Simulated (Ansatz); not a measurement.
## Run report: CoO, single-point calculation

The run: single-point calculation of CoO (I4/mmm, 2 atoms in the cell). Method and program: DFT PBEsol, scalar-relativistic, plane waves, PAW, spin-polarised (Ansatz 0.2.0).

The structure derives from an entry of the Crystallography Open Database. It belongs to a series of runs on one base structure; here: preconditioner: kerker_dos. Figures and captions count atoms from 1; the log counts them from 0 in places.

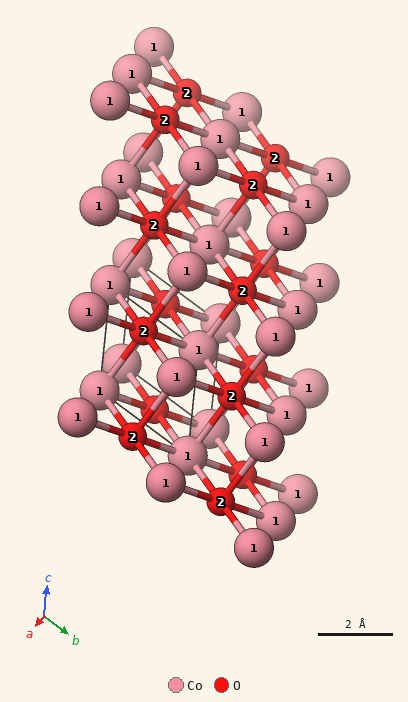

Figure 1. The input geometry (ball-and-stick view of the cell of the calculation, repeated 2 × 2 × 3, seen slightly off an axis; atoms are numbered from 1 in the order of the input). An atom can appear more than once, as a periodic image. Near neighbours in the periodic cell (some may lie outside the picture): Co has 6 O at 2.11 to 2.13 Å; O has 6 Co at 2.11 to 2.13 Å.

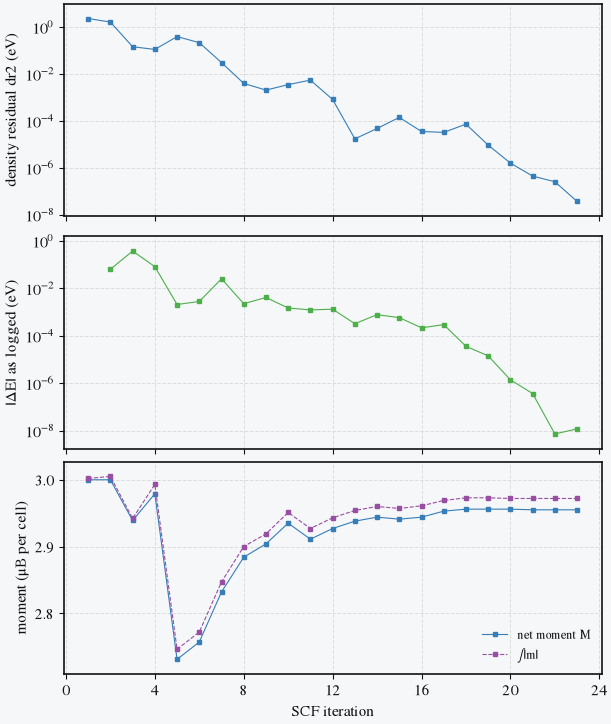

Figure 2. Convergence of the self-consistent field: density residual dr2, size of the energy change and magnetic moment against the SCF iteration. The residual falls unevenly and jumps up by a factor of two or more 4 times on the way down. The net moment starts and ends at 3.0 μB per cell.

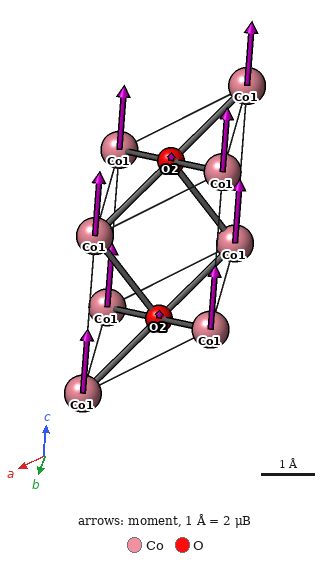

Figure 3. Magnetic moments of the sites as pink arrows (ball-and-stick view of the cell of the calculation, seen at an oblique angle; atoms are numbered from 1 in the order of the input); small moments hardly show. The run is collinear, so the axis drawn is arbitrary. Site moments: Co1 (2.49 μB); O2 (0.34 μB). They are counted near the atoms and needn't add up to the moment of the cell.

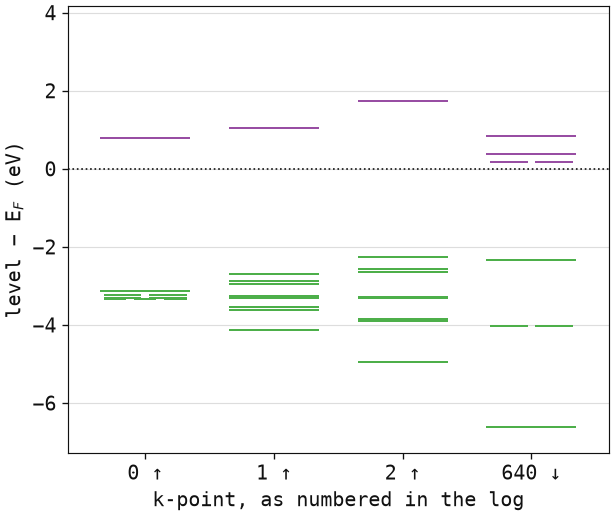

Figure 4. Kohn–Sham levels near the Fermi level (dotted) at the few k-points that the log prints; levels within 0.02 eV of each other stand side by side. The system is metallic on the full mesh.

These pictures come from the run below.

**Input**
```yaml
crystal:
  lattice:
    - [-1.5080001529, 1.5080001529, 2.1072499549]
    - [1.5080001529, -1.5080001529, 2.1072499549]
    - [1.5080001529, 1.5080001529, -2.1072499549]
  atoms:
    - { symbol: Co, position: [0.0, 0.0, 0.0], spin: 2.74 }
    - { symbol: O, position: [0.5, 0.5, 0.0], spin: 0.38 }
basis:
  ecutwfc: 420
kpoints:
  mp_grid: { grid: [20, 20, 20] }
hamiltonian:
  xc: pbesol
scf:
  occupations: { method: gaussian, width: 0.1 }
  mixing: { preconditioner: kerker_dos }
  max_iter: 120
  lower_state_search: "off"
  initial_density: { chi_scale: 0, normalization: atom }
output:
  forces: true
  stress: true
  eigenvalues: true
  populations: true
magnetization:
  spin_polarized: true
```

Launch command:
```bash
ansatz run input.yaml --threads 1 --pin off --max-ram 2560MiB --backend cpu --events-out ev --progress --plain --runs-dir out
```

**Log**
```
Engine: ansatz 0.2.0, x86_64-unknown-linux-gnu
Pseudopotentials: kind: paw
Pseudopotential: Co, paw, valence charge 17, recommended cutoff 420 eV (normal), Co.paw.azcp
Pseudopotential: O, paw, valence charge 6, recommended cutoff 420 eV (normal), O.paw.azcp
Functional definition: PBEsol
  exchange = pbesol_x
  correlation = pbesol_c
Crystal: 2 atoms, lattice volume = 19.168 Å³
Basis set: ecut = 420 eV, 339 PW (Γ), exchange–correlation on 48×48×48 points (8 copies of the dense FFT grid, shifted against one another)
Bands: 18, of which v1, the nominal top of the filled ones, is band 12 counted from 1 (11 counted from 0)
Symmetry: 16 space group operations
Space group: I4/mmm (ITA 139), of the structure as read, at distance tolerance 2.7e-5 Å
Magnetic group: BNS 139.531 (UNI 1191), of the structure as read, at distance tolerance 2.7e-5 Å
k-points: 641 of 8000
Non-local potential: Co, projectors of the file, l = 0: 3, l = 1: 2, l = 2: 3, l = 3: 1
Non-local potential: O, projectors of the file, l = 0: 2, l = 1: 2, l = 2: 1
PAW form: soft (Blöchl's): semilocal exchange-correlation on the pseudo side does not see the compensation charge
PAW frozen core: Co, regenerated for the run's functional, and the local potential with it (the file was generated under x = pbe(κ = 0.804, μ = 0.2195149727645171), c = pbe(β = 0.06672455060314922))
PAW frozen core: O, regenerated for the run's functional, and the local potential with it (the file was generated under x = pbe(κ = 0.804, μ = 0.2195149727645171), c = pbe(β = 0.06672455060314922))
PAW one-centre angular grid: Co, 590 points (default); XC on 64 Gauss nodes
PAW one-centre angular grid: O, 110 points (default); XC on 64 Gauss nodes
Initial density: superposition of atomic densities (neutral atoms: chi_scale 0, normalization atom)
Starting moments: Σ|m| = 3.12 μB on 2 of 2 sites
Initial wavefunctions: pseudopotential atomic-orbital guess
Functional: x = pbesol(κ = 0.804, μ = 0.12345679012345678), c = pbesol(β = 0.046)
spin=Collinear: DOS-adaptive Kerker preconditioning applied to the charge; magnetization (m = ρ↑ − ρ↓) channel mixes plain (no charge-response kernel on spin).
SCF iter   1: F=—  HF=-5652.578799 eV  |F-HF|=—  |Δ(HF+E_count)|=         —  Δρ=8.42e-2 (↑6.29e-2 ↓8.42e-2)  dr2=2.31e0  dr2_m=4.28e-1  M=3.000 μB ∫|m|=3.002 μB  β_m=0.30  ethr=3.10e-3  ⟨swp⟩=4.4  Hψ=92712  notcnv=0
SCF iter   2: F=—  HF=-5652.515165 eV  |F-HF|=—  |Δ(HF+E_count)|=   6.36e-2  Δρ=6.52e-2 (↑4.91e-2 ↓6.52e-2)  dr2=1.63e0  dr2_m=2.17e-1  M=3.000 μB ∫|m|=3.005 μB  β_m=0.30  ethr=3.10e-3  ⟨swp⟩=2.0  Hψ=37378  notcnv=0  defer=723
SCF iter   3: F=—  HF=-5652.141996 eV  |F-HF|=—  |Δ(HF+E_count)|=   3.73e-1  Δρ=2.92e-2 (↑2.92e-2 ↓2.82e-2)  dr2=1.45e-1  dr2_m=4.51e-2  M=2.939 μB ∫|m|=2.942 μB  β_m=1.00  ethr=3.10e-3  ⟨swp⟩=2.1  Hψ=38273  notcnv=0  defer=723
SCF iter   4: F=—  HF=-5652.224132 eV  |F-HF|=—  |Δ(HF+E_count)|=   8.21e-2  Δρ=1.85e-2 (↑1.85e-2 ↓1.61e-2)  dr2=1.11e-1  dr2_m=1.05e-2  M=2.979 μB ∫|m|=2.993 μB  β_m=1.00  ethr=6.30e-4  ⟨swp⟩=2.1  Hψ=43076  notcnv=0  defer=1519
SCF iter   5: F=—  HF=-5652.222051 eV  |F-HF|=—  |Δ(HF+E_count)|=   2.08e-3  Δρ=4.97e-2 (↑1.85e-2 ↓4.97e-2)  dr2=3.92e-1  dr2_m=1.39e-1  M=2.731 μB ∫|m|=2.746 μB  β_m=0.30  ethr=4.81e-4  ⟨swp⟩=2.2  Hψ=36666  notcnv=0  defer=1519
SCF iter   6: F=—  HF=-5652.224838 eV  |F-HF|=—  |Δ(HF+E_count)|=   2.79e-3  Δρ=3.29e-2 (↑1.11e-2 ↓3.29e-2)  dr2=2.16e-1  dr2_m=4.45e-2  M=2.757 μB ∫|m|=2.772 μB  β_m=1.00  ethr=4.81e-4  ⟨swp⟩=1.0  Hψ=33376  notcnv=0  defer=1520
SCF iter   7: F=—  HF=-5652.250163 eV  |F-HF|=—  |Δ(HF+E_count)|=   2.53e-2  Δρ=1.52e-2 (↑1.52e-2 ↓7.72e-3)  dr2=3.05e-2  dr2_m=1.78e-2  M=2.832 μB ∫|m|=2.847 μB  β_m=0.30  ethr=4.81e-4  ⟨swp⟩=2.0  Hψ=26837  notcnv=0  defer=1520
SCF iter   8: F=—  HF=-5652.252412 eV  |F-HF|=—  |Δ(HF+E_count)|=   2.25e-3  Δρ=1.35e-2 (↑1.31e-2 ↓1.35e-2)  dr2=3.97e-3  dr2_m=2.92e-2  M=2.884 μB ∫|m|=2.900 μB  β_m=1.00  ethr=1.33e-4  ⟨swp⟩=1.5  Hψ=31132  notcnv=0  defer=1522
SCF iter   9: F=—  HF=-5652.256518 eV  |F-HF|=—  |Δ(HF+E_count)|=   4.11e-3  Δρ=3.75e-3 (↑3.75e-3 ↓3.54e-3)  dr2=2.05e-3  dr2_m=1.42e-3  M=2.904 μB ∫|m|=2.919 μB  β_m=0.30  ethr=1.73e-5  ⟨swp⟩=2.0  Hψ=45216  notcnv=0  defer=1536
SCF iter  10: F=—  HF=-5652.258001 eV  |F-HF|=—  |Δ(HF+E_count)|=   1.48e-3  Δρ=7.60e-3 (↑4.05e-3 ↓7.60e-3)  dr2=3.52e-3  dr2_m=5.34e-3  M=2.935 μB ∫|m|=2.951 μB  β_m=1.00  ethr=8.93e-6  ⟨swp⟩=2.4  Hψ=30891  notcnv=0  defer=1536
SCF iter  11: F=—  HF=-5652.259229 eV  |F-HF|=—  |Δ(HF+E_count)|=   1.23e-3  Δρ=6.82e-3 (↑2.37e-3 ↓6.82e-3)  dr2=5.46e-3  dr2_m=1.61e-3  M=2.911 μB ∫|m|=2.927 μB  β_m=0.30  ethr=8.93e-6  ⟨swp⟩=2.0  Hψ=40834  notcnv=0  defer=1536
SCF iter  12: F=—  HF=-5652.260548 eV  |F-HF|=—  |Δ(HF+E_count)|=   1.32e-3  Δρ=1.97e-3 (↑1.37e-3 ↓1.97e-3)  dr2=8.19e-4  dr2_m=3.34e-5  M=2.927 μB ∫|m|=2.943 μB  β_m=0.30  ethr=8.93e-6  ⟨swp⟩=2.0  Hψ=34886  notcnv=0  defer=1537
SCF iter  13: F=—  HF=-5652.260225 eV  |F-HF|=—  |Δ(HF+E_count)|=   3.23e-4  Δρ=1.23e-3 (↑1.20e-3 ↓1.23e-3)  dr2=1.71e-5  dr2_m=2.42e-4  M=2.938 μB ∫|m|=2.954 μB  β_m=1.00  ethr=3.56e-6  ⟨swp⟩=2.0  Hψ=34291  notcnv=0  defer=1537
SCF iter  14: F=—  HF=-5652.260998 eV  |F-HF|=—  |Δ(HF+E_count)|=   7.73e-4  Δρ=7.82e-4 (↑6.31e-4 ↓7.82e-4)  dr2=4.74e-5  dr2_m=6.83e-5  M=2.944 μB ∫|m|=2.960 μB  β_m=1.00  ethr=7.42e-8  ⟨swp⟩=2.0  Hψ=32647  notcnv=0  defer=1537
SCF iter  15: F=—  HF=-5652.261580 eV  |F-HF|=—  |Δ(HF+E_count)|=   5.83e-4  Δρ=8.36e-4 (↑2.26e-4 ↓8.36e-4)  dr2=1.41e-4  dr2_m=2.62e-5  M=2.941 μB ∫|m|=2.957 μB  β_m=0.30  ethr=7.42e-8  ⟨swp⟩=2.0  Hψ=36621  notcnv=0  defer=1537
Mixer restart at iter 15: flushing history
spin-set hold released at iteration 15 (site moments contracting): the magnetisation degrees of freedom join the quasi-Newton model from the next iteration; the mixer history was flushed
SCF iter  16: F=—  HF=-5652.261797 eV  |F-HF|=—  |Δ(HF+E_count)|=   2.16e-4  Δρ=3.33e-4 (↑2.93e-4 ↓3.33e-4)  dr2=3.53e-5  dr2_m=6.15e-6  M=2.944 μB ∫|m|=2.961 μB  β_m=0.65  ethr=7.42e-8  ⟨swp⟩=2.1  Hψ=29993  notcnv=0  defer=1537
SCF iter  17: F=—  HF=-5652.262092 eV  |F-HF|=—  |Δ(HF+E_count)|=   2.95e-4  Δρ=8.50e-4 (↑5.74e-4 ↓8.50e-4)  dr2=3.23e-5  dr2_m=8.06e-5  M=2.953 μB ∫|m|=2.969 μB  β_m=0.82  ethr=7.42e-8  ⟨swp⟩=2.0  Hψ=36599  notcnv=0  defer=1537
SCF iter  18: F=—  HF=-5652.262128 eV  |F-HF|=—  |Δ(HF+E_count)|=   3.59e-5  Δρ=6.22e-4 (↑1.78e-4 ↓6.22e-4)  dr2=7.27e-5  dr2_m=1.55e-5  M=2.956 μB ∫|m|=2.973 μB  β_m=0.71  ethr=7.42e-8  ⟨swp⟩=2.0  Hψ=36064  notcnv=0  defer=1537
SCF iter  19: F=—  HF=-5652.262113 eV  |F-HF|=—  |Δ(HF+E_count)|=   1.42e-5  Δρ=1.19e-4 (↑1.19e-4 ↓1.16e-4)  dr2=9.26e-6  dr2_m=2.30e-7  M=2.956 μB ∫|m|=2.973 μB  β_m=0.85  ethr=7.42e-8  ⟨swp⟩=2.3  Hψ=36683  notcnv=0  defer=1537
SCF iter  20: F=—  HF=-5652.262115 eV  |F-HF|=—  |Δ(HF+E_count)|=   1.39e-6  Δρ=1.06e-4 (↑6.23e-5 ↓1.06e-4)  dr2=1.59e-6  dr2_m=3.40e-7  M=2.956 μB ∫|m|=2.972 μB  β_m=0.93  ethr=4.03e-8  ⟨swp⟩=2.1  Hψ=28986  notcnv=0  defer=1537
SCF iter  21: F=—  HF=-5652.262115 eV  |F-HF|=—  |Δ(HF+E_count)|=   3.66e-7  Δρ=4.63e-5 (↑3.26e-5 ↓4.63e-5)  dr2=4.43e-7  dr2_m=3.33e-8  M=2.955 μB ∫|m|=2.972 μB  β_m=0.96  ethr=6.90e-9  ⟨swp⟩=2.1  Hψ=36473  notcnv=0  defer=1537
SCF iter  22: F=—  HF=-5652.262115 eV  |F-HF|=—  |Δ(HF+E_count)|=   7.24e-9  Δρ=3.20e-5 (↑1.39e-5 ↓3.20e-5)  dr2=2.55e-7  dr2_m=3.41e-8  M=2.955 μB ∫|m|=2.972 μB  β_m=0.98  ethr=1.93e-9  ⟨swp⟩=2.1  Hψ=33162  notcnv=0  defer=1537
SCF iter  23: F=-5652.262115 eV  HF=-5652.262115 eV  |F-HF|=1.33e-8  |Δ(HF+E_count)|=   1.19e-8  Δρ=9.09e-6 (↑6.78e-6 ↓9.09e-6)  dr2=3.68e-8  dr2_m=8.08e-10  M=2.955 μB ∫|m|=2.972 μB  ethr=4.35e-10  ⟨swp⟩=7.0  Hψ=84842  notcnv=0
SCF 1 converged in 23 iterations: F = -5652.262115 eV  dr2 = 3.68e-8
  greatest PAW one-centre occupation: 1.004 electrons in one spin orbital (limit 2), on the Co atom at site 0 (counted from 0), in its partial waves of l = 1
SCF converged after 23 iterations
Magnetization: 2.9554 μB (12.9777 up, 10.0223 down)
Absolute magnetization: 2.9722 μB (∫|ρ↑−ρ↓|, with the PAW one-centre terms)
Spin contamination: 0.0075 ħ² per cell (⟨S²⟩ above its minimum at these occupations)
Per-site moments (μB) at R_I (Å): [(2.49145539325191, 0.8692406063962499), (0.3409338701493621, 0.8692406063962499)]
Free energy (F): -5652.262115 eV
Harris-Foulkes:  -5652.262115 eV  (|F-HF|=1.33e-8)
Internal energy: -5652.242838 eV  (E = F + TS)
E sigma→0 (E₀):  -5652.252476 eV
Entropy (-TS):   -0.019277 eV (-9.639 meV/atom)
Fermi energy:    13.972978 eV
--- Per-component energies (eV) ---
  E_band       = -303.911114
  E_kinetic    = 616.815987
  E_local      = -3419.513661  (includes V_loc(G=0)·N_el)
  E_nonlocal   = 515.681373
  E_hartree    = 1400.949225
  E_xc         = -226.205746
  E_vxc        = -292.216882  (∫ρ·V_xc dr)
  E_paw        = -1638.206027  (= ΣΔE_a)
  E_vpaw       = -526.587215  (= ΣTr[D̂ρ^β])
  E_aug_tail   = 0.002443  (compensation charges beyond the density's cutoff)
  E_ewald      = -2901.990140
  E_core_change = 0.223707  (= ΣΔE_core)
  E_smearing   = -0.019277  (= −TS)
  E_closure    = -0.000000  (closes the sum)
  Σ components = -5652.262115   (vs F -5652.262115, Δ=0.00e0)
--- Forces (eV/Å), atoms counted from 1 ---
  atom   1  Co     0.00000000     0.00000000     0.00000000
  atom   2  O     -0.00000000    -0.00000000     0.00000000
  max |Σ_I F_I| component: 3.16e-30 eV/Å
--- Stress (GPa, compression-positive) ---
       -9.223493       0.000000       0.000000
        0.000000      -9.223493       0.000000
        0.000000       0.000000      -8.871414
  P = ⅓ Tr σ = -9.1061 GPa (-91.061 kbar)
--- Band table (eV; the first three rows and the last of 1282) ---
  k-point 0 ↑: bands = ["-82.6724", "-46.1076", "-46.0523", "-46.0523", "-6.3993", "10.6281", "10.6408", "10.6435", "10.6658", "10.6658", "10.7426", "10.7426", "10.8400", "14.7612", "30.4273", "31.7966", "31.7966", "31.8344"]
  k-point 1 ↑: bands = ["-82.6723", "-46.1080", "-46.0532", "-46.0526", "-6.3637", "9.8517", "10.3606", "10.4210", "10.6513", "10.7203", "11.0166", "11.0912", "11.2875", "15.0193", "29.7214", "31.4876", "31.5029", "32.6853"]
  k-point 2 ↑: bands = ["-82.6720", "-46.1091", "-46.0559", "-46.0537", "-6.2609", "9.0092", "10.0712", "10.1341", "10.6556", "10.6760", "11.3225", "11.3938", "11.6987", "15.7131", "28.7547", "30.8215", "30.9065", "31.8821"]
  k-point 640 ↓: bands = ["-79.6308", "-43.1577", "-43.1090", "-43.1090", "-4.4498", "7.3538", "9.9540", "9.9540", "11.6455", "14.1342", "14.1342", "14.3508", "14.8083", "20.4602", "24.1598", "26.0307", "30.0421", "30.0421"]
--- Löwdin populations: 2 sites ---
  site symbol       q [e]    m [muB]
     0     Co     15.9203     2.5323
     1      O      6.9510     0.4296
  spilling = 0.005597 (of n_electrons = 23.000000)
```

**File populations.tsv**
```
# site	symbol	l	j	q_up	q_dn
# orbitals = lowdin
# n_electrons = 23.000000
# spilling = 0.005597
0	Co	0_3S	-	0.996347	0.996460
0	Co	0_4S	-	0.256231	0.236777
0	Co	1_3P	-	2.999237	2.998637
0	Co	2_3D	-	4.974460	2.462149
1	O	0_2S	-	0.940993	0.897190
1	O	1_2P	-	2.749293	2.363502
```

**Summary**

| quantity | value |
| --- | --- |
| outcome | converged |
| space group (tolerance 0.01 Å) | I4/mmm (139) |
| electrons treated | 23 |
| free energy | −5652.2621 eV |
| Fermi energy | 13.973 eV |
| gap on the k-point mesh | none (metallic) |
| net moment of the cell | 2.96 μB |
| integrated absolute moment | 2.97 μB |
| pressure | −9.11 GPa |
| largest force (length of the vector) | under 0.001 eV/Å |
| hardware | 1 thread of Intel Xeon @ 2.50GHz (Skylake/Cascade Lake), 189 GiB of memory available, shared host |
| wall time | 2 min |
| peak memory | 0.61 GiB |

The cell is under a tension of 9.1 GPa at this level, so it is not at its equilibrium volume.
